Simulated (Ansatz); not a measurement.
System: Os, space group Im-3m (No. 229) (one of a set of cubic test structures, which need not be the stable phase).

One of the inputs:
```
crystal:
  lattice:
    - [-1.54626189048, 1.54626189048, 1.54626189048]
    - [1.54626189048, -1.54626189048, 1.54626189048]
    - [1.54626189048, 1.54626189048, -1.54626189048]
  atoms:
    - { symbol: Os, position: [0, 0, 0] }
kpoints:
  mp_grid: { grid: [25, 25, 25] }
hamiltonian:
  xc: pbe
  pseudopotentials: { kind: paw }
scf:
  occupations: { method: fermi_dirac, width: 0.061225619053 }
output:
  forces: true
  stress: true
```

Command:
```bash
ansatz run input.yaml --threads 1
```

Method: equation of state of a cubic crystal from periodic Kohn-Sham density functional theory without spin, third-order Birch-Murnaghan fit to the free energies; pressure corrected for the finite basis (Ansatz 0.2.0 development build). Level: PBE.

structure type bcc; atoms in cell 1; space group number 229; lattice centring body-centred primitive; k mesh 25×25×25; occupation method Fermi–Dirac; occupation width 0.06123 eV; wave cutoff 420 eV; datasets soft-1 PAW; density tolerance 1e−07 eV; bands 12; density cutoff ratio 4; search for lower states default.

What does the calculation give for the energy above the lowest point and pressure against volume? The volume takes the values 13.90, 14.20, 14.49, 14.79, 15.08, 15.38, 15.68 Å³/atom.

A third-order Birch–Murnaghan fit gives V0 = 14.78 Å³/atom, B0 = 352 GPa and B′ = 4.8. The energy above the lowest point is 64.3 meV/atom at volume 13.90 Å³/atom and 53.4 meV/atom at 15.68 Å³/atom; the lowest computed point is at volume 14.79 Å³/atom (0.0 meV/atom), in a single well. The pressure falls from 24.9 GPa at volume 13.90 Å³/atom to −18.0 GPa at 15.68 Å³/atom, and changes sign near 14.78 Å³/atom.

| volume (Å³/atom) | energy above the lowest point (meV/atom) | pressure (GPa) |
| --- | --- | --- |
| 13.90 | 64.3 | 24.9 |
| 14.20 | 27.1 | 15.5 |
| 14.49 | 6.3 | 7.2 |
| 14.79 | 0.0 | −0.2 |
| 15.08 | 6.7 | −6.9 |
| 15.38 | 24.9 | −12.8 |
| 15.68 | 53.4 | −18.0 |

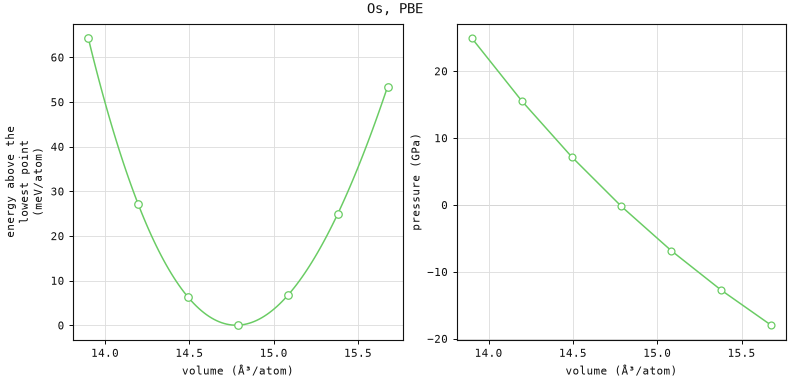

Limits of the calculation: cubic model structure, not the ambient form.
